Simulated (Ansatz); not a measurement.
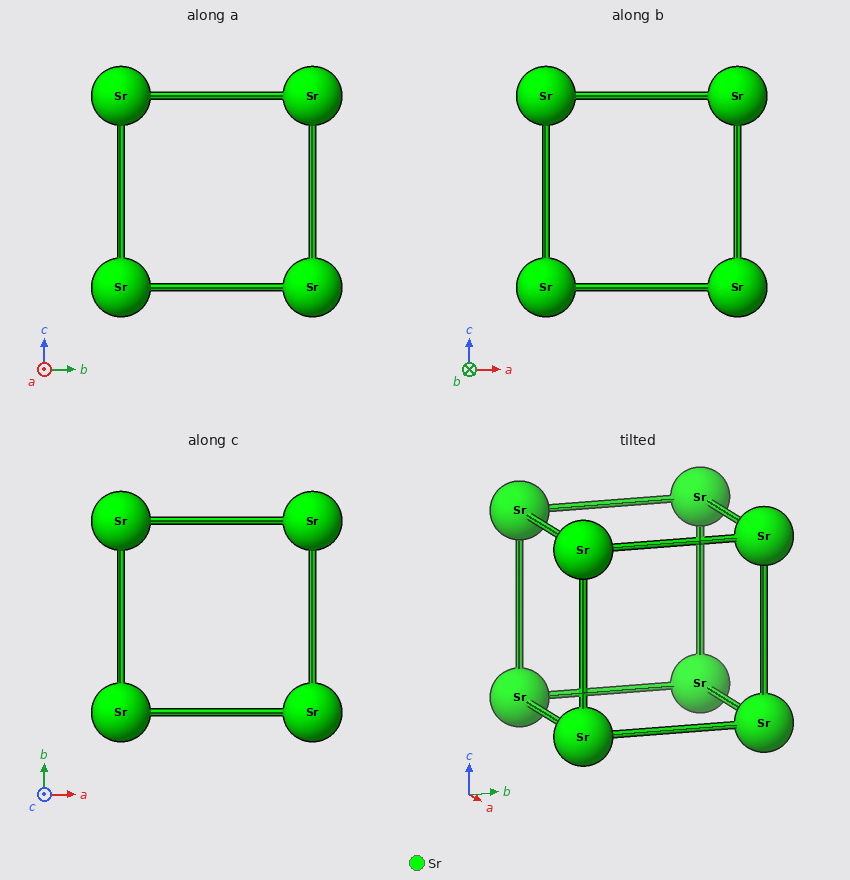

An orthographic ball-and-stick view of the structure, along the a axis, along the b axis, along the c axis and slightly off an axis. The edges of the conventional unit cell are marked.

Lattice parameters: a = 3.9225 Å, b = 3.9225 Å, c = 3.9225 Å, α = 90.000°, β = 90.000°, γ = 90.000°.

### Express the structure as a CIF in P1 with every atom of the cell.

```cif
data_structure
_symmetry_space_group_name_H-M 'P 1'
_symmetry_Int_Tables_number 1
_cell_length_a 3.9225
_cell_length_b 3.9225
_cell_length_c 3.9225
_cell_angle_alpha 90.000
_cell_angle_beta 90.000
_cell_angle_gamma 90.000
_cell_volume 60.35
loop_
_atom_site_label
_atom_site_type_symbol
_atom_site_fract_x
_atom_site_fract_y
_atom_site_fract_z
_atom_site_occupancy
Sr1 Sr 0.0000 0.0000 0.0000 1
```

It goes back to a structure type filled with this element by a generator (whether the element takes this form wasn't checked). Earlier steps of the study may have refined or changed the cell and positions. It went into a calculation with Ansatz.
